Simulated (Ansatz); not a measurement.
# Hf3H8: what a guessed cell relaxes into

The task: take a trial cell of Hf3H8 to zero force and stress, then test the end with a random kick.

Computed with Ansatz 0.2.0 (DFT PBE, scalar-relativistic, plane waves, PAW, unless a step's input says otherwise).

## Step 1: Starting point

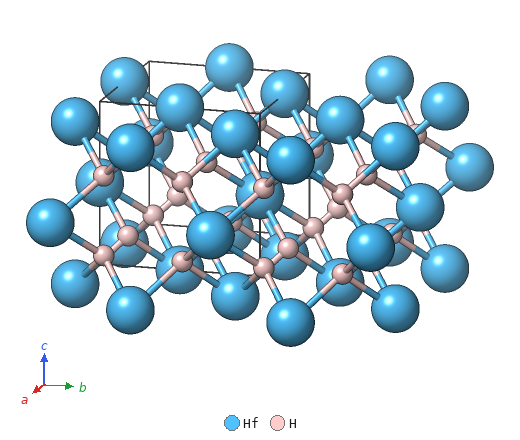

Start, viewed slightly off an axis; hafnium blue, hydrogen pink. 2×2×1 cells are drawn. Atoms on the faces are drawn again on the opposite ones.

As a file:

```cif
data_structure
_symmetry_space_group_name_H-M 'Pm-3m'
_symmetry_Int_Tables_number 221
_cell_length_a 4.6543
_cell_length_b 4.6543
_cell_length_c 4.6543
_cell_angle_alpha 90.000
_cell_angle_beta 90.000
_cell_angle_gamma 90.000
_cell_volume 100.82
loop_
_atom_site_label
_atom_site_type_symbol
_atom_site_symmetry_multiplicity
_atom_site_Wyckoff_symbol
_atom_site_fract_x
_atom_site_fract_y
_atom_site_fract_z
_atom_site_occupancy
Hf1 Hf 3 d 0.50000 0.00000 0.00000 1
H1 H 8 g 0.74521 0.74521 0.74521 1
```

The start is the relaxed end of an invented cell (made as: random cell by space group and Wyckoff sites (Pm-3m, No. 221)), taken up again for a closer look.

## Step 2: A first look at the guess

input.yaml

```yaml
crystal:
  lattice:
    - [4.6542751, 0.0, 0.0]
    - [0.0, 4.6542751, 0.0]
    - [0.0, 0.0, 4.6542751]
  atoms:
    - { symbol: Hf, position: [0.5, 0.0, 0.0] }
    - { symbol: Hf, position: [0.0, 0.5, 0.0] }
    - { symbol: Hf, position: [0.0, 0.0, 0.5] }
    - { symbol: H, position: [0.745213, 0.745213, 0.745213] }
    - { symbol: H, position: [0.254787, 0.254787, 0.745213] }
    - { symbol: H, position: [0.254787, 0.745213, 0.254787] }
    - { symbol: H, position: [0.745213, 0.254787, 0.254787] }
    - { symbol: H, position: [0.745213, 0.745213, 0.254787] }
    - { symbol: H, position: [0.254787, 0.254787, 0.254787] }
    - { symbol: H, position: [0.745213, 0.254787, 0.745213] }
    - { symbol: H, position: [0.254787, 0.745213, 0.745213] }
basis:
  ecutwfc: 420
kpoints:
  mp_grid: { grid: [4, 4, 4] }
hamiltonian:
  xc: pbe
scf:
  occupations: { method: gaussian, width: 0.1 }
  lower_state_search: "off"
output:
  forces: true
  stress: true
  eigenvalues: true
```

On the command line:

```sh
ansatz run input.yaml --threads 4 --pin off --max-ram 8192MiB --backend cpu --events-out ev --progress --plain --runs-dir out
```

Standard output, shortened:

```text
[...]
SCF converged after 7 iterations
Free energy (F): -47294.983890 eV
[...]
E sigma→0 (E₀):  -47294.981020 eV
Entropy (-TS):   -0.005742 eV (-0.522 meV/atom)
Fermi energy:    13.283573 eV
[...]
--- Forces (eV/Å), atoms counted from 1 ---
  atom   1  Hf    -0.00000000    -0.00000000    -0.00000000
  atom   2  Hf     0.00000000    -0.00000000    -0.00000000
  atom   3  Hf     0.00000000     0.00000000     0.00000000
  atom   4  H     -0.00486891    -0.00486891    -0.00486891
  atom   5  H      0.00486891     0.00486891    -0.00486891
  atom   6  H      0.00486891    -0.00486891     0.00486891
  atom   7  H     -0.00486891     0.00486891     0.00486891
  atom   8  H     -0.00486891    -0.00486891     0.00486891
[...]
--- Stress (GPa, compression-positive) ---
       -0.106746      -0.000000       0.000000
        0.000000      -0.106746      -0.000000
        0.000000       0.000000      -0.106746
  P = ⅓ Tr σ = -0.1067 GPa (-1.067 kbar)
--- Band table (eV; the first three rows and the last of 10) ---
[...]
```

Wall time 1.2 s (4 threads of Arm Neoverse V1, shared host); peak memory 0.43 GiB.

Read-out: pressure -0.1 GPa, largest force 0.01 eV/Å, gap on this mesh none (metal). The coarse relaxation is skipped.

## Step 3: Final relaxation

input.yaml: that of step 2 with these lines changed.

```diff
@@ -20,3 +20,3 @@
 kpoints:
-  mp_grid: { grid: [4, 4, 4] }
+  mp_grid: { grid: [8, 8, 8] }
 hamiltonian:
@@ -25,3 +25,2 @@
   occupations: { method: gaussian, width: 0.1 }
-  lower_state_search: "off"
 output:
@@ -30 +29,10 @@
   eigenvalues: true
+  write_density: true
+  write_potential: true
+  elf: true
+  volumetric_format: npy
+relax:
+  adjacent_minimum: "off"
+  f_tol: 0.01
+  max_steps: 80
+  cell: { stress_tol: 0.05 }
```

On the command line:

```sh
ansatz run input.yaml --threads 4 --pin off --max-ram 8192MiB --backend cpu --events-out ev --progress --plain --runs-dir out
```

Standard output, shortened:

```text
Warning: RAYON_NUM_THREADS=4 ignored (pool sized by the plan → 4); use --threads N
[...]
Pseudopotentials: kind: paw
Pseudopotential: Hf, paw, valence charge 26, recommended cutoff 420 eV (normal), Hf.paw.azcp
Pseudopotential: H, paw, valence charge 1, recommended cutoff 420 eV (normal), H.paw.azcp
Functional definition: PBE
[...]
Crystal: 11 atoms, lattice volume = 100.822 Å³
Basis set: ecut = 420 eV, 1935 PW (Γ), exchange–correlation on 64×64×64 points (8 copies of the dense FFT grid, shifted against one another)
Bands: 54, of which v1, the nominal top of the filled ones, is band 43 counted from 1 (42 counted from 0)
Symmetry: 48 space group operations
Space group: Pm-3m (ITA 221), of the structure as read, at distance tolerance 4.7e-5 Å
k-points: 35 of 512
[...]
SCF iter   1: F=—  HF=-47294.928754 eV  |F-HF|=—  |Δ(HF+E_count)|=         —  Δρ=5.36e-3  dr2=6.16e-2  ethr=1.77e-3  ⟨swp⟩=5.7  Hψ=6164  notcnv=0  defer=24
[...]
--- Relaxed structure (1 steps of the walk, 1 accepted, 1 SCFs on fresh bases) ---
  F+E_penalty+E_count = -47294.91264467 eV   max|allowed force component| = 5.076e-4 eV/Å   (the final SCF, on the basis selected at the relaxed cell)
  cell:  # Å, volume = 100.8222 Å³
    - [4.6542751, 0.0, 0.0]
    - [0.0, 4.6542751, 0.0]
    - [0.0, 0.0, 4.6542751]
  atoms:
    - { symbol: Hf, position: [0.5, 0.0, 0.0] }
    - { symbol: Hf, position: [0.0, 0.5, 0.0] }
    - { symbol: Hf, position: [0.0, 0.0, 0.5] }
    - { symbol: H, position: [0.7452129999999999, 0.7452129999999999, 0.7452129999999999] }
    - { symbol: H, position: [0.254787, 0.254787, 0.7452129999999999] }
    - { symbol: H, position: [0.254787, 0.7452129999999999, 0.254787] }
    - { symbol: H, position: [0.7452129999999999, 0.254787, 0.254787] }
    - { symbol: H, position: [0.7452129999999999, 0.7452129999999999, 0.254787] }
    - { symbol: H, position: [0.254787, 0.254787, 0.254787] }
    - { symbol: H, position: [0.7452129999999999, 0.254787, 0.7452129999999999] }
    - { symbol: H, position: [0.254787, 0.7452129999999999, 0.7452129999999999] }
```

Wall time 7.9 s (4 threads of Arm Neoverse V1, shared host); peak memory 0.52 GiB.

Relaxation path:

```
step  E - E(step 1) (eV/cell)  largest force component (eV/Å)  pressure (GPa)  volume (Å³)
   1                   0.0000                          0.0005            0.02       100.82
   2                   0.0000                          0.0005            0.02       100.82
```

Step 1 is the start. Step 2 repeats the geometry before it on a plane-wave basis chosen anew for that cell, so its energy need not be comparable with the rows above.

|  | before | after | change |
| --- | --- | --- | --- |
| a (Å) | 4.654 | 4.654 | 0.0 % |
| b (Å) | 4.654 | 4.654 | 0.0 % |
| c (Å) | 4.654 | 4.654 | 0.0 % |
| volume (Å³/atom) | 9.17 | 9.17 | 0.0 % |
| shortest distance (Å) | 2.029 | 2.029 | 0.0 % |
| space group (0.01 Å) | Pm-3m | Pm-3m | same |

The run keeps the 48 symmetry operations of the start, so it could not have lowered the symmetry.

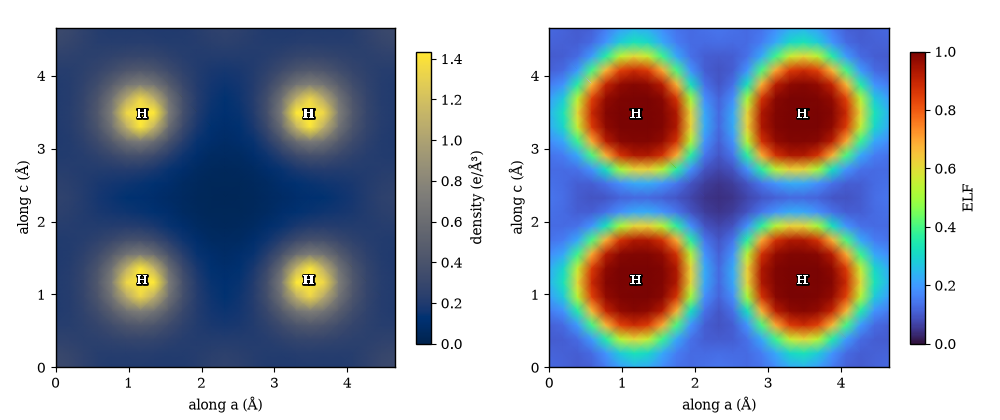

Density (left) and ELF (right) in a lattice plane of the grid's cell (edges 4.65 and 4.65 Å, at 0.255 of the third edge), which holds H. Only atoms in the plane are labelled; the density scale stops at 1.44 e/Å³. Both are smooth fields of the valence electrons: close to the nuclei they are not physical.

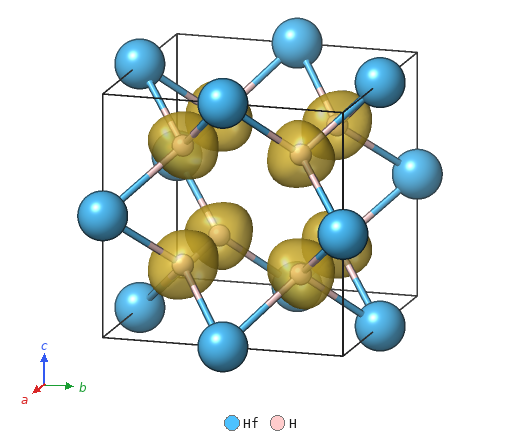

Surface of ELF = 0.85, drawn in one cell.

Maxima of ELF outside the ion cores: 1.00 at H.

## Step 4: Reference for the kick test

input.yaml: that of step 3 with these lines changed.

```diff
@@ -20,3 +20,3 @@
 kpoints:
-  mp_grid: { grid: [8, 8, 8] }
+  mp_grid: { grid: [6, 6, 6] }
 hamiltonian:
@@ -24,3 +24,4 @@
 scf:
-  occupations: { method: gaussian, width: 0.1 }
+  occupations: { method: gaussian, width: 0.2 }
+  lower_state_search: "off"
 output:
@@ -29,10 +30 @@
   eigenvalues: true
-  write_density: true
-  write_potential: true
-  elf: true
-  volumetric_format: npy
-relax:
-  adjacent_minimum: "off"
-  f_tol: 0.01
-  max_steps: 80
-  cell: { stress_tol: 0.05 }
```

On the command line:

```sh
ansatz run input.yaml --threads 4 --pin off --max-ram 8192MiB --backend cpu --events-out ev --progress --plain --runs-dir out
```

Standard output, shortened:

```text
[...]
SCF converged after 7 iterations
Free energy (F): -47294.937789 eV
[...]
E sigma→0 (E₀):  -47294.903300 eV
Entropy (-TS):   -0.068977 eV (-6.271 meV/atom)
Fermi energy:    13.280993 eV
[...]
--- Forces (eV/Å), atoms counted from 1 ---
  atom   1  Hf     0.00000000    -0.00000000     0.00000000
  atom   2  Hf     0.00000000     0.00000000    -0.00000000
  atom   3  Hf     0.00000000    -0.00000000    -0.00000000
  atom   4  H      0.00102214     0.00102214     0.00102214
  atom   5  H     -0.00102214    -0.00102214     0.00102214
  atom   6  H     -0.00102214     0.00102214    -0.00102214
  atom   7  H      0.00102214    -0.00102214    -0.00102214
  atom   8  H      0.00102214     0.00102214    -0.00102214
[...]
--- Stress (GPa, compression-positive) ---
        0.069985      -0.000000       0.000000
        0.000000       0.069985       0.000000
        0.000000       0.000000       0.069985
  P = ⅓ Tr σ = 0.0700 GPa (0.700 kbar)
--- Band table (eV; the first three rows and the last of 20) ---
[...]
```

It took 1.8 s on 4 threads of Arm Neoverse V1, shared host; peak memory 0.46 GiB.

The cell holds 11 atoms.

[end of part 1 of 2]
